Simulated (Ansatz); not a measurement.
Ti (P6/mmm, No. 191): coordinates from a relaxation with DFT, PBE, plane waves (420 eV) with PAW, scalar-relativistic (Ansatz); the starting structure was generated, so it need not be a known form of this composition.

```
Ti
1.0
     4.58036    0.00000    0.00000
    -2.29018    3.96671    0.00000
     0.00000    0.00000    2.83046
Ti
3
Direct
  0.00000 0.00000 0.00000
  0.33333 0.66667 0.50000
  0.66667 0.33333 0.50000
```

What will a dark-field STEM-like image along [102] show? The image is simulated as a sum over atoms of Z^1.7, blurred by a 0.64 Å probe (no channelling). The probe carries 15 % of its weight in a tail 2.5 times as wide. The display is stretched by a gamma of 0.8; percentages refer to the linear signal. Shot noise was added.

The columns repeat on a rectangular net of 1.78 × 3.97 Å (plane group p2mm). All columns are alike (Ti). The shortest distance between visible columns is 1.32 Å in projection. Along the beam the structure repeats every 7.28 Å.

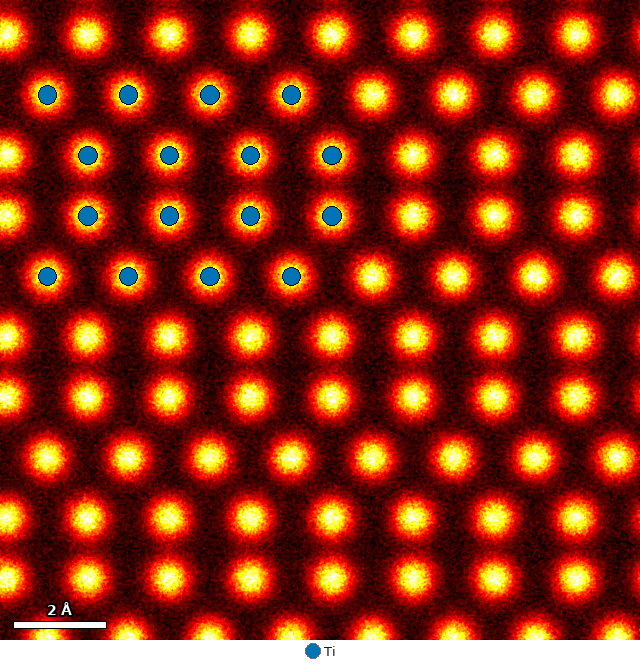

The simulated image, with the columns of the model marked in one corner.
